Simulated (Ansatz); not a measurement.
Given this structure:

```
CELL_PARAMETERS angstrom
-1.99873 3.46190 0.00000
-0.00001 -0.00001 4.87610
5.99131 3.45908 -0.00002
ATOMIC_POSITIONS crystal
Al 0.50000 0.85433 0.83334
Al 0.00000 0.85433 0.33334
Al 0.00000 0.50211 0.00012
Al 0.50000 0.50211 0.50012
Al 0.50000 0.20655 0.16655
Al 0.00000 0.20655 0.66655
Ni 0.00000 0.00000 0.00000
Ni 0.50000 0.00000 0.50000
Ni 0.50000 0.70866 0.16667
Ni 0.00000 0.70866 0.66667
```

> Interpret the file: composition, symmetry and coordination.

Chemical formula Al$_{3}$Ni$_{2}$. Within 0.01 Å the space group is P-3m1 (No. 164), primitive hexagonal. It has 10 atoms to the cell (6 Al, 4 Ni).

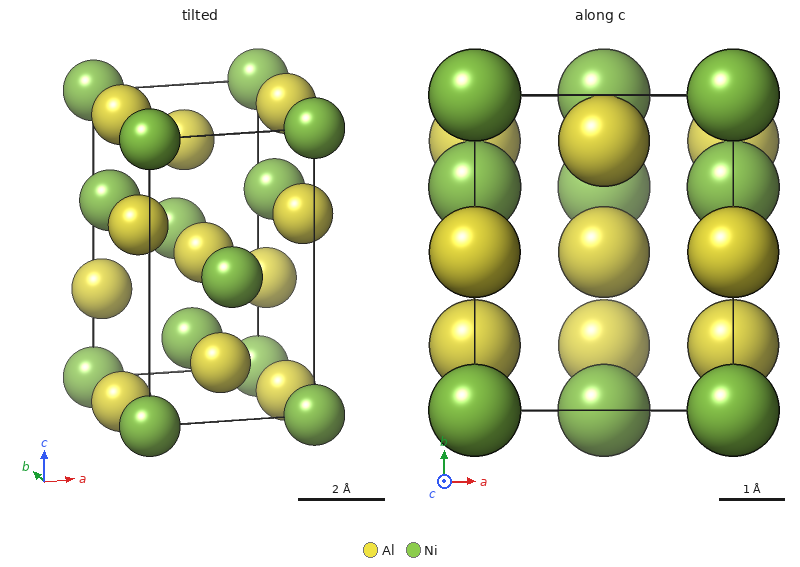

Shown here is a spheres-only view of the crystal, taken slightly off an axis and along the c axis. The frame is the unit cell; atoms at its boundary are shown with their periodic copies.

Provenance: a structure listed in the Materials Project, with elements exchanged, so it need not be a known form of the compound. The picture shows the end point of a geometry optimisation with DFT PBEsol, scalar-relativistic, plane waves, PAW (Ansatz).
